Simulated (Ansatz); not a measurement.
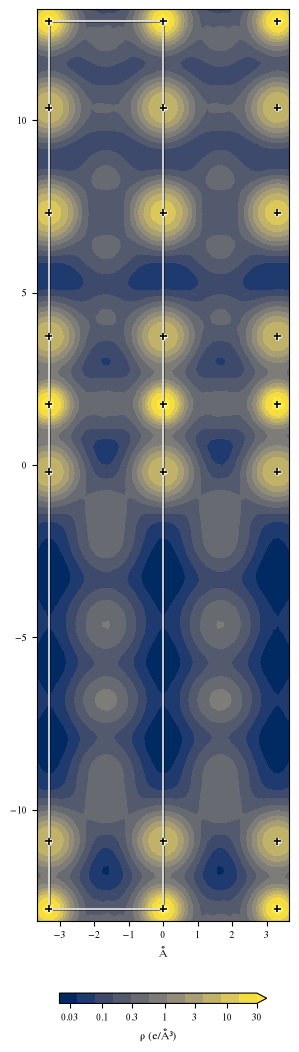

The valence electron density on a plane through atoms (crosses mark nuclei in the plane).

The calculation used DFT PBEsol, scalar-relativistic, plane waves, PAW (Ansatz 0.2.0).

Candidates:
A. ZnInGaO₄, a = 3.31 Å, b = 3.31 Å, c = 25.75 Å, α = 90.00°, β = 90.00°, γ = 120.00°. Space group R3m; a structure from a database of computed crystals, not necessarily the ambient phase.
B. AlRu, a = 2.93 Å, b = 2.93 Å, c = 3.02 Å, α = 90.00°, β = 90.00°, γ = 90.00°. Space group P4/mmm; a structure from a database of computed crystals, not necessarily the ambient phase; changed on purpose from its base cell (biaxial strain in the a-b plane, c and atoms relaxed: -1.5 %); computed pressure about 4 GPa in this cell; computed without spin polarisation.

Which candidate gave the map?

Answer. Candidate A: ZnInGaO₄ on the (100) plane of the conventional cell, which holds Zn, In, Ga and O. Zn–O (1.97 Å): the density is about 0.62 e/Å³ at the midpoint. Ga–O (1.95 Å): ρ is about 0.68 e/Å³ halfway.
